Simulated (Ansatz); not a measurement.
## Geometry relaxation of Si$_{5}$O$_{12}$ (charge +2) (part 4 of 4)

The same run, continued: Si$_{5}$O$_{12}$ (defect cell, 17 atoms in the cell, total charge +2); DFT PBE, scalar-relativistic, plane waves, PAW, PAW set soft_1, no spin polarisation (Ansatz 0.2.0); cutoff 420 eV, 2×2×2 k-mesh, Fermi–Dirac smearing of 0.02 eV. The structure derives from a Materials Project entry. It belongs to a series of runs on one base structure; here: end point B relaxed.

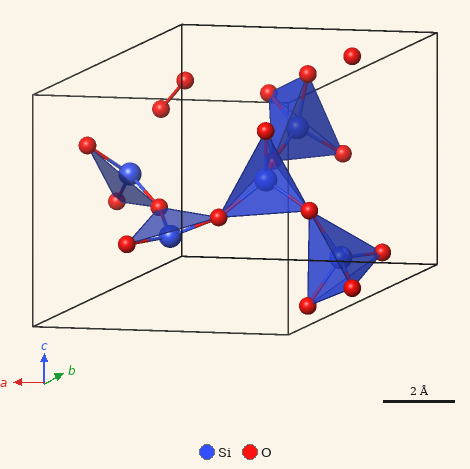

Figure 1. The geometry at step 29 of the log (polyhedral view of the cell of the calculation, seen at an oblique angle; polyhedra are completed across the faces of the cell).

### Trajectory as extended XYZ, continued
```
17
Lattice="7.3006 0.0000 0.0000 -3.6503 6.3225 0.0000 0.0000 0.0000 7.0051" Properties=species:S:1:pos:R:3:forces:R:3 step=22 energy=-9989.18567
Si    1.1682    4.8894    2.9188    0.0331   0.0191   0.0000
Si    2.6112   -1.4538    7.6828    0.0721  -0.0642  -0.0048
Si    0.0466    2.9883    5.1600   -0.0195   0.0945   0.0048
Si    4.6535    1.4837    4.1992    0.0815  -0.0075   0.0180
Si    3.6117    3.2882    1.6384    0.0342   0.0743  -0.0180
O     2.9584    2.3758    0.3194    0.0021  -0.0364  -0.0130
O    -2.3612    4.0624    1.0806   -0.0263  -0.0175   0.0385
O     4.0337    2.3289    2.9188   -0.0429  -0.0248   0.0000
O     2.4891    4.3836    2.0841   -0.0185  -0.0556  -0.0347
O     0.7709    2.4069    6.5415    0.0163  -0.0228   0.0537
O     3.5367    1.3742    5.5182   -0.0305   0.0200   0.0130
O    -0.1460    4.1307    6.4214   -0.0414  -0.0239   0.0000
O     2.4699   -0.5358   -0.7039   -0.0116   0.0255  -0.0537
O    -1.3127    2.2464    4.7570   -0.0283  -0.0140  -0.0385
O    -0.0748    5.1866    1.8984    0.0142   0.0182   0.0114
O     0.8040    3.6644    3.9392    0.0228   0.0032  -0.0114
O     5.0409   -0.0362    3.7535   -0.0574   0.0118   0.0347
17
Lattice="7.3006 0.0000 0.0000 -3.6503 6.3225 0.0000 0.0000 0.0000 7.0051" Properties=species:S:1:pos:R:3:forces:R:3 step=23 energy=-9989.19121
Si    1.1747    4.8932    2.9188   -0.0550  -0.0318   0.0000
Si    2.6181   -1.4571    7.6865   -0.0071   0.0320   0.0089
Si    0.0471    2.9959    5.1562    0.0242  -0.0221  -0.0089
Si    4.6516    1.4894    4.2064    0.0199   0.0559  -0.0248
Si    3.6156    3.2837    1.6312    0.0584  -0.0107   0.0248
O     2.9724    2.3620    0.2956    0.0105  -0.0060  -0.0368
O    -2.3521    4.0612    1.0990   -0.0102  -0.0174  -0.0029
O     4.0183    2.3200    2.9188   -0.0369  -0.0213   0.0000
O     2.4801    4.3700    2.0666    0.0154  -0.0085  -0.0216
O     0.7676    2.4023    6.5372   -0.0218   0.0056  -0.0270
O     3.5318    1.3932    5.5420    0.0001   0.0121   0.0368
O    -0.1533    4.1265    6.4214   -0.0031  -0.0018   0.0000
O     2.4642   -0.5364   -0.6996   -0.0060  -0.0217   0.0270
O    -1.3092    2.2549    4.7386   -0.0202  -0.0001   0.0029
O    -0.0699    5.2005    1.9001    0.0376  -0.0293  -0.0064
O     0.8186    3.6617    3.9375   -0.0066   0.0472   0.0064
O     5.0246   -0.0372    3.7710    0.0003   0.0176   0.0216
17
Lattice="7.3006 0.0000 0.0000 -3.6503 6.3225 0.0000 0.0000 0.0000 7.0051" Properties=species:S:1:pos:R:3:forces:R:3 step=24 energy=-9989.21180
Si    1.1835    4.8983    2.9188    0.0017   0.0010   0.0000
Si    2.6276   -1.4657    7.6954   -0.1473   0.0890  -0.0253
Si    0.0445    3.0084    5.1473    0.0034  -0.1720   0.0253
Si    4.6409    1.5066    4.2200    0.1202   0.0428  -0.0770
Si    3.6252    3.2658    1.6176    0.0971   0.0827   0.0770
O     3.0038    2.3579    0.2236    0.0234  -0.1551  -0.2944
O    -2.3363    4.0489    1.1222    0.0339  -0.0205  -0.0177
O     3.9877    2.3023    2.9188   -0.0528  -0.0305   0.0000
O     2.4706    4.3436    2.0400    0.0169   0.0157   0.0126
O     0.7583    2.3976    6.5240   -0.0525   0.0397  -0.1333
O     3.5439    1.4224    5.6140   -0.1226   0.0978   0.2944
O    -0.1575    4.1241    6.4214    0.0213   0.0123   0.0000
O     2.4555   -0.5421   -0.6864    0.0081  -0.0653   0.1333
O    -1.3120    2.2747    4.7154   -0.0008   0.0397   0.0177
O    -0.0631    5.2104    1.9059    0.0367  -0.0315  -0.0643
O     0.8305    3.6626    3.9317   -0.0090   0.0475   0.0643
O     4.9970   -0.0322    3.7976    0.0220   0.0068  -0.0126
17
Lattice="7.3006 0.0000 0.0000 -3.6503 6.3225 0.0000 0.0000 0.0000 7.0051" Properties=species:S:1:pos:R:3:forces:R:3 step=25 energy=-9989.66286
Si    1.2095    4.9133    2.9188    0.0461   0.0266   0.0000
Si    2.6450   -1.4836    7.7149   -0.0820   0.2862  -0.0699
Si    0.0377    3.0325    5.1278    0.2069  -0.2141   0.0699
Si    4.6185    1.5489    4.2519    0.3498  -0.3702  -0.9628
Si    3.6507    3.2253    1.5857   -0.1457   0.4880   0.9628
O     3.0733    2.3313    0.0430    0.6120  -0.8399  -2.0649
O    -2.2994    4.0205    1.1728   -0.2626  -0.3457  -0.0336
O     3.9228    2.2648    2.9188   -0.0059  -0.0034   0.0000
O     2.4502    4.2873    1.9717    0.1294  -0.0168   0.0643
O     0.7346    2.3902    6.4894   -0.0959   0.0252  -0.2213
O     3.5556    1.4959    5.7946   -0.4214   0.9499   2.0649
O    -0.1670    4.1185    6.4214    0.0645   0.0372   0.0000
O     2.4373   -0.5590   -0.6518   -0.0261  -0.0957   0.2213
O    -1.3181    2.3209    4.6648   -0.4307  -0.0545   0.0336
O    -0.0489    5.2369    1.9175    0.0572  -0.0866  -0.1452
O     0.8605    3.6617    3.9201   -0.0463   0.0928   0.1452
O     4.9380   -0.0216    3.8659    0.0502   0.1204  -0.0643
17
Lattice="7.3006 0.0000 0.0000 -3.6503 6.3225 0.0000 0.0000 0.0000 7.0051" Properties=species:S:1:pos:R:3:forces:R:3 step=26 energy=-9990.18877
Si    1.2250    4.9222    2.9188   -0.5433  -0.3137   0.0000
Si    2.6461   -1.4837    7.7195    0.2574   0.2959  -0.2426
Si    0.0381    3.0334    5.1232    0.3849   0.0750   0.2426
Si    4.6303    1.5652    4.2266    0.4931  -1.2450  -1.7245
Si    3.6706    3.2273    1.6110   -0.8316   1.0495   1.7245
O     3.1294    2.3100   -0.1418   -1.1064   2.4659   1.4341
O    -2.2910    4.0123    1.2162   -0.3029  -0.5568  -0.1681
O     3.8906    2.2462    2.9188   -0.0551  -0.0318   0.0000
O     2.4170    4.2512    1.9175    0.3737   0.0439   0.1981
O     0.7201    2.3822    6.4642    0.1337  -0.2707  -0.0908
O     3.5653    1.5551    5.9794    1.5823  -2.1911  -1.4341
O    -0.1740    4.1145    6.4214    0.0251   0.0145   0.0000
O     2.4232   -0.5675   -0.6266   -0.1676   0.2511   0.0908
O    -1.3210    2.3323    4.6214   -0.6336   0.0161   0.1681
O    -0.0432    5.2601    1.9164    0.2068  -0.1678   0.0234
O     0.8835    3.6550    3.9212   -0.0419   0.2630  -0.0234
O     4.8902   -0.0324    3.9201    0.2249   0.3017  -0.1981
17
Lattice="7.3006 0.0000 0.0000 -3.6503 6.3225 0.0000 0.0000 0.0000 7.0051" Properties=species:S:1:pos:R:3:forces:R:3 step=27 energy=-9991.06126
Si    1.1888    4.9013    2.9188   -1.4160  -0.8175   0.0000
Si    2.6177   -1.4805    7.7082   -0.1251   0.0244  -0.4942
Si    0.0267    3.0072    5.1345   -0.0414  -0.1205   0.4942
Si    4.6816    1.4751    4.1105   -0.0559   0.7280  -0.3334
Si    3.6183    3.3169    1.7271    0.6025  -0.4124   0.3334
O     3.1830    2.4733   -0.2333    0.3373   0.0377  -1.5053
O    -2.3485    4.0281    1.2229    0.1823  -0.0831  -0.2771
O     3.8888    2.2452    2.9188   -0.2389  -0.1379   0.0000
O     2.4046    4.2940    2.0115    0.1720   0.4191  -0.2274
O     0.7359    2.3455    6.4553    0.1081  -0.2834  -0.1612
O     3.7334    1.5199    6.0709    0.2013   0.2733   1.5053
O    -0.1794    4.1114    6.4214   -0.1247  -0.0720   0.0000
O     2.3992   -0.5355   -0.6177   -0.1913   0.2353   0.1612
O    -1.3361    2.2745    4.6147    0.0192   0.1994   0.2771
O    -0.0673    5.2148    1.9120    0.1227  -0.0715   0.0259
O     0.8323    3.6568    3.9256   -0.0006   0.1420  -0.0259
O     4.9210   -0.0645    3.8261    0.4490  -0.0606   0.2274
17
Lattice="7.3006 0.0000 0.0000 -3.6503 6.3225 0.0000 0.0000 0.0000 7.0051" Properties=species:S:1:pos:R:3:forces:R:3 step=28 energy=-9991.31092
Si    1.1456    4.8764    2.9188   -0.9385  -0.5419   0.0000
Si    2.6044   -1.4797    7.6802   -0.0595   0.0119  -0.0242
Si    0.0207    2.9953    5.1625   -0.0194  -0.0575   0.0242
Si    4.7060    1.4704    4.0556    0.5666  -0.1436   0.8275
Si    3.6264    3.3403    1.7820    0.1589   0.5625  -0.8275
O     3.2073    2.5780   -0.3970    1.0925  -1.6924   0.0037
O    -2.3564    4.0197    1.2061    0.1603  -0.0969  -0.1609
O     3.8882    2.2449    2.9188   -0.4284  -0.2473   0.0000
O     2.3917    4.2953    2.0250    0.1218   0.4422  -0.0207
O     0.7520    2.3118    6.4499    0.2373  -0.2209  -0.0990
O     3.8363    1.4886    6.2346   -0.9194   1.7923  -0.0037
O    -0.1761    4.1133    6.4214   -0.1177  -0.0679   0.0000
O     2.3781   -0.5047   -0.6123   -0.0727   0.3159   0.0990
O    -1.3473    2.2719    4.6315   -0.0038   0.1873   0.1609
O    -0.0892    5.1866    1.9088   -0.1584   0.0180  -0.2590
O     0.7969    3.6519    3.9288   -0.0636  -0.1462   0.2590
O     4.9156   -0.0764    3.8126    0.4438  -0.1157   0.0207
17
Lattice="7.3006 0.0000 0.0000 -3.6503 6.3225 0.0000 0.0000 0.0000 7.0051" Properties=species:S:1:pos:R:3:forces:R:3 step=29 energy=-9991.06210 accepted=F
Si    1.1060    4.8535    2.9188    1.2120   0.6997   0.0000
Si    2.6124   -1.4777    7.6514    0.6373   0.5314   0.3961
Si    0.0264    3.0012    5.1913    0.7789   0.2862  -0.3961
Si    4.6747    1.5590    4.1479    0.5587  -2.7941  -0.2644
Si    3.6875    3.2689    1.6897   -2.1404   1.8809   0.2644
O     3.1885    2.5258   -0.3259    0.5854  -0.3166  -0.2816
O    -2.3049    3.9998    1.1448   -0.7207  -0.7543   0.0704
O     3.9044    2.2542    2.9188   -0.1014  -0.0586   0.0000
O     2.3973    4.2679    1.9492    0.4175  -0.2341   0.4452
O     0.7736    2.3016    6.4602    0.2106  -0.2353   0.0662
O     3.7817    1.4984    6.1635    0.0185   0.6653   0.2816
O    -0.1657    4.1193    6.4214    0.1732   0.1000   0.0000
O     2.3800   -0.4808   -0.6226   -0.0985   0.3000  -0.0662
O    -1.3388    2.3264    4.6928   -1.0136  -0.2470  -0.0704
O    -0.1079    5.1896    1.9088   -0.3959   0.0802  -0.5042
O     0.7901    3.6342    3.9288   -0.1285  -0.3829   0.5042
O     4.8948   -0.0578    3.8884    0.0060   0.4786  -0.4452
17
Lattice="7.3006 0.0000 0.0000 -3.6503 6.3225 0.0000 0.0000 0.0000 7.0051" Properties=species:S:1:pos:R:3:forces:R:3 step=30 energy=-9991.38748
Si    1.1317    4.8684    2.9188   -0.8218  -0.4744   0.0000
Si    2.5954   -1.4774    7.6762   -0.0188  -0.0052  -0.0690
Si    0.0182    2.9864    5.1665   -0.0139  -0.0137   0.0690
Si    4.6979    1.4653    4.0669    0.4822  -0.0532   0.5631
Si    3.6180    3.3359    1.7707    0.1950   0.4442  -0.5631
O     3.2673    2.6011   -0.3826    0.7367  -1.3748  -0.0680
O    -2.3629    4.0190    1.1986    0.1165  -0.0898  -0.1069
O     3.8779    2.2389    2.9188   -0.3158  -0.1824   0.0000
O     2.3808    4.2936    2.0174    0.1545   0.3568  -0.0100
O     0.7565    2.2998    6.4479    0.2293  -0.1472  -0.1009
O     3.8863    1.5290    6.2202   -0.8222   1.3254   0.0680
O    -0.1822    4.1098    6.4214   -0.1311  -0.0757   0.0000
O     2.3699   -0.4948   -0.6103   -0.0128   0.2722   0.1009
O    -1.3512    2.2667    4.6390   -0.0195   0.1458   0.1069
O    -0.1015    5.1850    1.9079   -0.1072   0.0191  -0.1896
O     0.7893    3.6421    3.9297   -0.0371  -0.1024   0.1896
O     4.9088   -0.0850    3.8203    0.3863  -0.0446   0.0100
17
Lattice="7.3006 0.0000 0.0000 -3.6503 6.3225 0.0000 0.0000 0.0000 7.0051" Properties=species:S:1:pos:R:3:forces:R:3 step=31 energy=-9991.50625
Si    1.0903    4.8444    2.9188   -0.3063  -0.1768   0.0000
Si    2.5875   -1.4576    7.6475    0.0260   0.0914  -0.1058
Si    0.0314    2.9697    5.1952    0.0922  -0.0232   0.1058
Si    4.7196    1.4586    4.0720    0.1108  -0.0589  -0.0165
Si    3.6230    3.3580    1.7656    0.0044   0.1254   0.0165
O     3.2803    2.5840   -0.3580    0.3348  -0.6295  -0.2977
O    -2.3642    4.0302    1.1673   -0.1206  -0.1586  -0.0699
O     3.8797    2.2399    2.9188   -0.0301  -0.0174   0.0000
O     2.3680    4.3078    2.0095    0.1968   0.1358   0.0674
O     0.8268    2.2352    6.4182   -0.0362   0.1207  -0.0908
O     3.8779    1.5488    6.1956   -0.3778   0.6047   0.2977
O    -0.1838    4.1089    6.4214   -0.1315  -0.0759   0.0000
O     2.3492   -0.4016   -0.5805    0.0864  -0.0917   0.0908
O    -1.3421    2.2599    4.6703   -0.1977  -0.0251   0.0699
O    -0.1289    5.1794    1.8992    0.0792   0.0173   0.0531
O     0.7708    3.6211    3.9384    0.0546   0.0600  -0.0531
O     4.9147   -0.1031    3.8281    0.2160   0.1025  -0.0674
17
Lattice="7.3006 0.0000 0.0000 -3.6503 6.3225 0.0000 0.0000 0.0000 7.0051" Properties=species:S:1:pos:R:3:forces:R:3 step=32 energy=-9991.53947
Si    1.0778    4.8372    2.9188    0.2152   0.1242   0.0000
Si    2.5801   -1.4552    7.6502   -0.0312  -0.1265  -0.3470
Si    0.0298    2.9620    5.1926   -0.1252   0.0363   0.3470
Si    4.7349    1.4503    4.0600   -0.0041   0.0405  -0.0670
Si    3.6234    3.3754    1.7776    0.0330  -0.0239   0.0670
O     3.2568    2.5585   -0.3698   -0.0883   0.1614   0.0246
O    -2.3713    3.9940    1.1171    0.0328   0.0538   0.0576
O     3.8876    2.2445    2.9188   -0.0349  -0.0202   0.0000
O     2.3998    4.3558    2.0368   -0.0079  -0.0011   0.0591
O     0.8368    2.2660    6.4227   -0.0464  -0.0672  -0.0683
O     3.8441    1.5412    6.2074    0.0957  -0.1571  -0.0246
O    -0.2110    4.0931    6.4214    0.0954   0.0551   0.0000
O     2.3808   -0.4083   -0.5851   -0.0814  -0.0066   0.0683
O    -1.3770    2.2719    4.7205    0.0630   0.0015  -0.0576
O    -0.1290    5.1722    1.8970   -0.0838   0.0192   0.0858
O     0.7644    3.6247    3.9406   -0.0253  -0.0821  -0.0858
O     4.9722   -0.0996    3.8008   -0.0049  -0.0063  -0.0591
17
Lattice="7.3006 0.0000 0.0000 -3.6503 6.3225 0.0000 0.0000 0.0000 7.0051" Properties=species:S:1:pos:R:3:forces:R:3 step=33 energy=-9991.54068
Si    1.0899    4.8442    2.9188   -0.0504  -0.0291   0.0000
Si    2.5947   -1.4738    7.6428   -0.0386   0.0320   0.1420
Si    0.0210    2.9839    5.1999    0.0084  -0.0494  -0.1420
Si    4.7427    1.4570    4.0490    0.0015   0.0717  -0.0066
Si    3.6332    3.3788    1.7886    0.0629  -0.0345   0.0066
O     3.2395    2.5513   -0.3695    0.1002  -0.1216  -0.1000
O    -2.3400    3.9628    1.1358   -0.0935  -0.0647  -0.0028
O     3.8662    2.2322    2.9188   -0.0112  -0.0065   0.0000
O     2.4184    4.3719    2.0439    0.0315  -0.0249  -0.0031
O     0.8059    2.2128    6.3937    0.0947   0.0744   0.0843
O     3.8293    1.5298    6.2071   -0.0552   0.1476   0.1000
O    -0.1524    4.1270    6.4214   -0.1427  -0.0824   0.0000
O     2.3193   -0.4085   -0.5561    0.1118   0.0448  -0.0843
O    -1.3884    2.3146    4.7018   -0.1028  -0.0486   0.0028
O    -0.1366    5.1740    1.9096    0.0714  -0.0236  -0.0160
O     0.7622    3.6171    3.9280    0.0152   0.0736   0.0160
O     4.9954   -0.0916    3.7937   -0.0059   0.0397   0.0031
17
Lattice="7.3006 0.0000 0.0000 -3.6503 6.3225 0.0000 0.0000 0.0000 7.0051" Properties=species:S:1:pos:R:3:forces:R:3 step=34 energy=-9991.55155
Si    1.0901    4.8443    2.9188   -0.0441  -0.0254   0.0000
Si    2.5852   -1.4682    7.6463   -0.0153   0.0153   0.0001
Si    0.0211    2.9730    5.1964    0.0056  -0.0209  -0.0001
Si    4.7354    1.4553    4.0517    0.0148   0.0118  -0.0146
Si    3.6280    3.3734    1.7859    0.0176   0.0069   0.0146
O     3.2538    2.5593   -0.3723   -0.0064   0.0011  -0.0027
O    -2.3548    3.9744    1.1352    0.0285   0.0194  -0.0168
O     3.8657    2.2319    2.9188   -0.0263  -0.0152   0.0000
O     2.4174    4.3677    2.0486    0.0031  -0.0172  -0.0073
O     0.8227    2.2391    6.4073   -0.0128   0.0141  -0.0314
O     3.8433    1.5383    6.2099   -0.0023  -0.0061   0.0027
O    -0.1926    4.1038    6.4214    0.0123   0.0071   0.0000
O     2.3505   -0.4071   -0.5697    0.0058  -0.0182   0.0314
O    -1.3858    2.2960    4.7024    0.0310   0.0150   0.0168
O    -0.1298    5.1656    1.9020   -0.0064   0.0142  -0.0053
O     0.7584    3.6272    3.9356    0.0091  -0.0127   0.0053
O     4.9913   -0.0903    3.7890   -0.0133   0.0113   0.0073
17
Lattice="7.3006 0.0000 0.0000 -3.6503 6.3225 0.0000 0.0000 0.0000 7.0051" Properties=species:S:1:pos:R:3:forces:R:3 step=35 energy=-9991.55191
Si    1.0859    4.8419    2.9188   -0.0015  -0.0009   0.0000
Si    2.5854   -1.4664    7.6452   -0.0058  -0.0073   0.0062
Si    0.0227    2.9722    5.1975   -0.0092  -0.0014  -0.0062
Si    4.7378    1.4551    4.0492    0.0174   0.0047   0.0187
Si    3.6290    3.3755    1.7884    0.0128   0.0127  -0.0187
O     3.2542    2.5597   -0.3730    0.0058  -0.0147  -0.0041
O    -2.3558    3.9772    1.1326   -0.0058  -0.0037   0.0099
O     3.8645    2.2312    2.9188   -0.0001  -0.0001   0.0000
O     2.4140    4.3647    2.0487    0.0025   0.0002  -0.0050
O     0.8266    2.2390    6.4051    0.0008  -0.0024   0.0083
O     3.8438    1.5384    6.2106   -0.0098   0.0123   0.0041
O    -0.1894    4.1056    6.4214   -0.0003  -0.0002   0.0000
O     2.3523   -0.4036   -0.5675   -0.0017   0.0019  -0.0083
O    -1.3838    2.2937    4.7050   -0.0061  -0.0032  -0.0099
O    -0.1330    5.1681    1.9031    0.0007  -0.0017   0.0015
O     0.7589    3.6232    3.9345   -0.0011   0.0014  -0.0015
O     4.9869   -0.0917    3.7889    0.0014   0.0021   0.0050
```

This output came from the following input.

### Input
```yaml
crystal:
  lattice:
    - [7.300551, 0.0, 0.0]
    - [-3.650275, 6.322462, 0.0]
    - [0.0, 0.0, 7.005124]
  atoms:
    - { symbol: Si, position: [0.53385831, 0.76692921, 0.41666665] }
    - { symbol: Si, position: [0.23307081, -0.23307083, 1.08333329] }
    - { symbol: Si, position: [0.2330708, 0.46614166, 0.74999997] }
    - { symbol: Si, position: [0.76692913, 0.23307083, 0.58333331] }
    - { symbol: Si, position: [0.76692912, 0.53385838, 0.24999999] }
    - { symbol: O, position: [0.61232599, 0.38767397, 0.08333333] }
    - { symbol: O, position: [-1.0e-08, 0.68289714, 0.16666666] }
    - { symbol: O, position: [0.77534786, 0.38767397, 0.41666665] }
    - { symbol: O, position: [0.68289706, 0.68289714, 0.33333332] }
    - { symbol: O, position: [0.31710285, 0.31710289, 0.8333333] }
    - { symbol: O, position: [0.612326, 0.22465209, 0.74999997] }
    - { symbol: O, position: [0.22465205, 0.61232606, 0.91666663] }
    - { symbol: O, position: [0.31710286, 0.0, 0.0] }
    - { symbol: O, position: [-1.0e-08, 0.31710289, 0.66666664] }
    - { symbol: O, position: [0.38767392, 0.77534795, 0.24999999] }
    - { symbol: O, position: [0.38767392, 0.61232606, 0.58333331] }
    - { symbol: O, position: [0.68289707, 0.0, 0.49999998] }
total_charge: 2
basis:
  ecutwfc: 420.0
kpoints:
  mp_grid: { grid: [2, 2, 2] }
hamiltonian:
  xc: pbe
  pseudopotentials: { kind: paw, azcp: { folder: soft_1 } }
scf:
  occupations: { method: fermi_dirac, width: 0.02 }
  lower_state_search: "off"
relax:
  f_tol: 0.03
  max_steps: 60
  adjacent_minimum: "off"
```

Command:
```bash
ansatz run input.yaml --threads 1 --pin off --max-ram 3072MiB --backend cpu --events-out ev --progress --plain --runs-dir out
```

### Results in brief

```tsv
quantity	value
outcome	converged
electrons treated	90
free energy	−9991.5519 eV
Fermi energy	−0.469 eV
final volume	323.34 Å³
largest force (length of the vector) at the end	0.026 eV/Å
hardware	1 thread of Arm Neoverse V2, 24 GiB of memory available, shared host
wall time	3.8 min
peak memory	0.5 GiB
```

The cell is charged and computed with a neutralising background, so its energy and pressure depend on the cell and aren't those of a real crystal. The k-point mesh is coarse for a cell of this size, so the results may not be converged.
